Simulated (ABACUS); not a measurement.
**Pb: band-structure run (part 2 of 2)**

Pb (Fm-3m, 1 atom in the cell); Kohn-Sham DFT of a periodic cell, PBEsol, SPMS ONCV 1.0 PBE, no spin polarisation (ABACUS 3.10.1); cutoff 1360.57 eV, 8×8×8 k-mesh, fermi-dirac of 0.05 eV. The structure derives from an entry of the Crystallography Open Database.

Geometry of the input (Å; fractional positions):
```
0.0000  2.4750  2.4750
2.4750  0.0000  2.4750
2.4750  2.4750  0.0000
Pb 0.0000  0.0000  0.0000
```

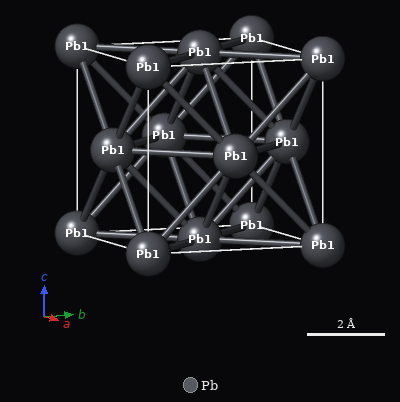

The structure (ball-and-stick view of the cell 4 times as large as that of the calculation, set on its symmetry axes, seen slightly off an axis; atoms are numbered from 1 in the order of the input).

### What the program printed, continued
```
----------------------------------------------------------
     Energy           Rydberg                 eV
----------------------------------------------------------
 E_KohnSham     -125.4894563689      -1707.3716455395
 E_Harris       -125.8509349414      -1712.2898138308
 E_Fermi        0.9357724684         12.7318376012
----------------------------------------------------------

 LCAO ALGORITHM --------------- ION=   1  ELEC=   2--------------------------------

 Density error is 0.00312361398058
----------------------------------------------------------
     Energy           Rydberg                 eV
----------------------------------------------------------
 E_KohnSham     -125.4899142510      -1707.3778753454
 E_Harris       -125.5356964384      -1708.0007739612
 E_Fermi        0.9303111048         12.6575319379
----------------------------------------------------------

 LCAO ALGORITHM --------------- ION=   1  ELEC=   3--------------------------------

 Density error is 0.00101687605267
----------------------------------------------------------
     Energy           Rydberg                 eV
----------------------------------------------------------
 E_KohnSham     -125.4899203989      -1707.3779589911
 E_Harris       -125.4959977790      -1707.4606459891
 E_Fermi        0.9294619011         12.6459779287
----------------------------------------------------------

 LCAO ALGORITHM --------------- ION=   1  ELEC=   4--------------------------------

 Density error is 2.1483784108e-05
----------------------------------------------------------
     Energy           Rydberg                 eV
----------------------------------------------------------
 E_KohnSham     -125.4899204419      -1707.3779595761
 E_Harris       -125.4898233442      -1707.3766384942
 E_Fermi        0.9292656332         12.6433075668
----------------------------------------------------------

 LCAO ALGORITHM --------------- ION=   1  ELEC=   5--------------------------------

 Density error is 1.62567201421e-06
----------------------------------------------------------
     Energy           Rydberg                 eV
----------------------------------------------------------
 E_KohnSham     -125.4899204420      -1707.3779595781
 E_Harris       -125.4899465195      -1707.3783143798
 E_Fermi        0.9292688130         12.6433508307
----------------------------------------------------------

 LCAO ALGORITHM --------------- ION=   1  ELEC=   6--------------------------------

 Density error is 6.42376517188e-07
----------------------------------------------------------
     Energy           Rydberg                 eV
----------------------------------------------------------
 E_KohnSham     -125.4899204419      -1707.3779595766
 E_Harris       -125.4899041238      -1707.3777375571
 E_Fermi        0.9292681841         12.6433422739
----------------------------------------------------------

 LCAO ALGORITHM --------------- ION=   1  ELEC=   7--------------------------------

 Density error is 1.30257456457e-08
----------------------------------------------------------
     Energy           Rydberg                 eV
----------------------------------------------------------
 E_KohnSham     -125.4899204420      -1707.3779595779
 E_KS(sigma->0) -125.4898260680      -1707.3766755531
 E_Harris       -125.4899205322      -1707.3779608046
 E_band         -0.8406019687        -11.4369765237
 E_one_elec     -15.9603967258       -217.1523378112
 E_Hartree      17.6257269763        239.8103182705
 E_xc           -31.0879419125       -422.9731491029
 E_Ewald        -96.0671200320       -1307.0602228846
 E_entropy(-TS) -0.0001887481        -0.0025680497
 E_descf        0.0000000000         0.0000000000
 E_exx          0.0000000000         0.0000000000
 E_Fermi        0.9292684592         12.6433460172
----------------------------------------------------------

 charge density convergence is achieved
 final etot is -1707.3779596 eV
 EFERMI = 12.643346017 eV

 STATE ENERGY(eV) AND OCCUPATIONS    NSPIN == 1
 1/29 kpoint (Cartesian) = 0.0000 0.0000 0.0000 (874 pws)
       1       -4.26669     0.00390625
       2       -4.26669     0.00390625
       3       -4.26669     0.00390625
       4       -4.12003     0.00390625
       5       -4.12003     0.00390625
       6       0.903791     0.00390625
       7        20.3758    2.68353e-70
       8        20.3758    2.68353e-70
       9        20.3758    2.68353e-70
      10        24.3628        0.00000
      11        25.2376        0.00000
      12        25.2376        0.00000
      13        25.2376        0.00000
      14        31.4906        0.00000
      15        31.4906        0.00000
      16        48.7791        0.00000
      17        48.7791        0.00000

 2/29 kpoint (Cartesian) = 0.088388 0.088388 0.088388 (865 pws)
       1       -4.26776      0.0312500
       2       -4.24626      0.0312500
       3       -4.24626      0.0312500
       4       -4.11956      0.0312500
       5       -4.11956      0.0312500
       6        1.20612      0.0312500
       7        17.4276    8.70410e-44
       8        19.9293    1.62236e-65
       9        19.9293    1.62236e-65
      10        24.2218        0.00000
      11        25.9481        0.00000
      12        25.9481        0.00000
      13        27.1907        0.00000
      14        29.9235        0.00000
      15        29.9235        0.00000
      16        39.8218        0.00000
      17        59.7611        0.00000

 3/29 kpoint (Cartesian) = 0.17678 0.17678 0.17678 (858 pws)
       1       -4.27588      0.0312500
       2       -4.22928      0.0312500
       3       -4.22928      0.0312500
       4       -4.08491      0.0312500
       5       -4.08491      0.0312500
       6        2.10869      0.0312500
       7        13.4457    3.35776e-09
       8        19.1828    4.93962e-59
       9        19.1828    4.93962e-59
      10        23.1437        0.00000
      11        25.8509        0.00000
      12        25.8509        0.00000
      13        28.1006        0.00000
      14        30.0280        0.00000
      15        30.0280        0.00000
      16        36.8453        0.00000
      17        84.3442        0.00000

 4/29 kpoint (Cartesian) = 0.26517 0.26517 0.26517 (852 pws)
       1       -4.29064      0.0312500
       2       -4.24420      0.0312500
       3       -4.24420      0.0312500
       4       -4.01687      0.0312500
       5       -4.01687      0.0312500
       6        3.51226      0.0312500
       7        10.1263      0.0312500
       8        18.7086    6.50051e-55
       9        18.7086    6.50051e-55
      10        22.3981    5.83629e-87
      11        24.4976        0.00000
      12        24.4976        0.00000
      13        29.6443        0.00000
      14        33.4226        0.00000
      15        33.4226        0.00000
      16        44.3557        0.00000
      17        64.9796        0.00000

 5/29 kpoint (Cartesian) = 0.35355 0.35355 0.35355 (855 pws)
       1       -4.29840      0.0156250
       2       -4.25374      0.0156250
       3       -4.25374      0.0156250
       4       -3.98487      0.0156250
       5       -3.98487      0.0156250
       6        4.56562      0.0156250
       7        8.42737      0.0156250
       8        18.5429    8.92973e-54
       9        18.5429    8.92973e-54
      10        22.1773    2.41314e-85
      11        24.0099        0.00000
      12        24.0099        0.00000
      13        30.8102        0.00000
      14        36.8406        0.00000
      15        36.8406        0.00000
      16        49.5403        0.00000
      17        49.5403        0.00000

 6/29 kpoint (Cartesian) = 0.0000 0.0000 0.17678 (869 pws)
       1       -4.29138      0.0234375
       2       -4.22303      0.0234375
       3       -4.22303      0.0234375
       4       -4.14650      0.0234375
       5       -4.10170      0.0234375
       6        1.30671      0.0234375
       7        18.1807    1.87479e-50
       8        18.8508    2.83720e-56
       9        18.8508    2.83720e-56
      10        23.5877        0.00000
      11        25.8694        0.00000
      12        27.3789        0.00000
      13        27.3789        0.00000
      14        28.3602        0.00000
      15        31.9386        0.00000
      16        46.1929        0.00000
      17        46.1929        0.00000

[... levels at 23 further k points ...]

 correction force for each atom along direction 1 is -1.92923e-14
 correction force for each atom along direction 2 is 1.37696e-14
 correction force for each atom along direction 3 is -1.49661e-14
------------------------------------------------------------------------------------------
 TOTAL-FORCE (eV/Angstrom)
------------------------------------------------------------------------------------------
                       Pb1         0.0000000000         0.0000000000         0.0000000000
------------------------------------------------------------------------------------------

----------------------------------------------------------------
 TOTAL-STRESS (KBAR)
----------------------------------------------------------------
        12.2127496065         0.0000000000         0.0000000000
         0.0000000000        12.2127496065        -0.0000000000
         0.0000000000         0.0000000000        12.2127496065
----------------------------------------------------------------
 TOTAL-PRESSURE: 12.212750 KBAR

 --------------------------------------------
 !FINAL_ETOT_IS -1707.3779595778887597 eV
 --------------------------------------------
```

### File mulliken.txt
```
 0
CALCULATE THE MULLIkEN ANALYSIS FOR EACH ATOM
 Total charge:	14
Decomposed Mulliken populations
0                             Zeta of Pb              Spin 1
s                                      0              1.9506
s                                      1             -0.0456
SUM OVER M+Zeta                                       1.9050

pz                                     0              0.9839
px                                     0              0.4735
py                                     0              0.5339
SUM OVER M                                            1.9913
pz                                     1             -0.0075
px                                     1             -0.0094
py                                     1             -0.0185
SUM OVER M                                           -0.0354
SUM OVER M+Zeta                                       1.9559

dz^2                                   0              1.9978
dxz                                    0              1.9992
dyz                                    0              1.9993
dx^2-y^2                               0              1.9993
dxy                                    0              1.9981
SUM OVER M                                            9.9937
dz^2                                   1              0.0442
dxz                                    1              0.0265
dyz                                    1              0.0210
dx^2-y^2                               1              0.0179
dxy                                    1              0.0359
SUM OVER M                                            0.1454
SUM OVER M+Zeta                                      10.1391

SUM OVER M+Zeta+L                                    14.0000

Total Charge on atom:                 Pb             14.0000
```

### Key numbers

```csv
quantity,value
outcome,converged
space group (tolerance 0.01 Å),Fm-3m (225)
electrons treated,14
free energy,−1707.3780 eV
Fermi energy of the self-consistent step,12.643 eV
gap on the k-point mesh,none (metallic)
pressure,1.22 GPa
largest force (length of the vector),under 0.001 eV/Å
wall time,1.9 s (CPU time 7 s)
peak memory,0.36 GiB
```

### Remarks

Points of doubt noted for this run: home made orbitals. Spin–orbit coupling is left out, which matters for Pb.
